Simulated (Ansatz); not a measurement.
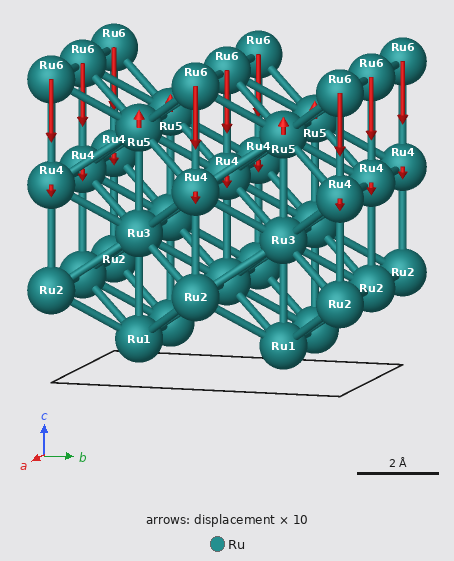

This is a constrained relaxation of a slab of composition Ru (cut from the Fm-3m phase). The starting structure is drawn; red arrows show the displacements, 10 times their true length.

Style: ball-and-stick. Shown: the 2 × 2 repeat of the cell, outlined in the plane, without the vacuum, slightly off an axis.

Case: clean slab, lower half held. The slab is the (1 1 0) face of Ru. 3 atoms are held fixed.

These are results of DFT PBEsol, scalar-relativistic, plane waves, PAW in Ansatz 0.2.0, not measurements.

Input file:
```yaml
crystal:
  lattice:
    - [2.6649775258, 0.0, 0.0]
    - [0.0, 3.7688473604, 0.0]
    - [0.0, 0.0, 23.6624438145]
  atoms:
    - { symbol: Ru, position: [0.5, 0.5, 0.3592190252] }
    - { symbol: Ru, position: [0.0, 0.0, 0.4155314151] }
    - { symbol: Ru, position: [0.5, 0.5, 0.471843805] }
    - { symbol: Ru, position: [0.0, 0.0, 0.528156195] }
    - { symbol: Ru, position: [0.5, 0.5, 0.5844685849] }
    - { symbol: Ru, position: [0.0, 0.0, 0.6407809748] }
basis:
  ecutwfc: 420
kpoints:
  mp_grid: { grid: [11, 8, 1] }
hamiltonian:
  xc: pbesol
scf:
  occupations: { method: gaussian, width: 0.1 }
output:
  forces: true
  eigenvalues: true
relax:
  adjacent_minimum: "off"
  f_tol: 0.03
  max_steps: 70
  constraints: [{ sites: [0, 1, 2] }]
efield:
  axis: 3
  dipole_correction: true
```

**What happened in the run?**

After 4 accepted moves (5 points after the start) the energy has fallen by 0.153 eV per cell of the calculation. The largest force component goes from 1.6 to 0.021 eV/Å. 1 step only repeated the SCF at the same geometry. Ru6 moves most: 0.16 Å along the normal (−c). The cell doesn't change. Near-neighbour distances that change, for instance: Ru4–Ru6 2.665 → 2.536 Å, Ru5–Ru6 2.665 → 2.568 Å, Ru3–Ru5 2.665 → 2.711 Å, Ru4–Ru5 2.665 → 2.705 Å. The run took about 3 core-minutes on a shared host.
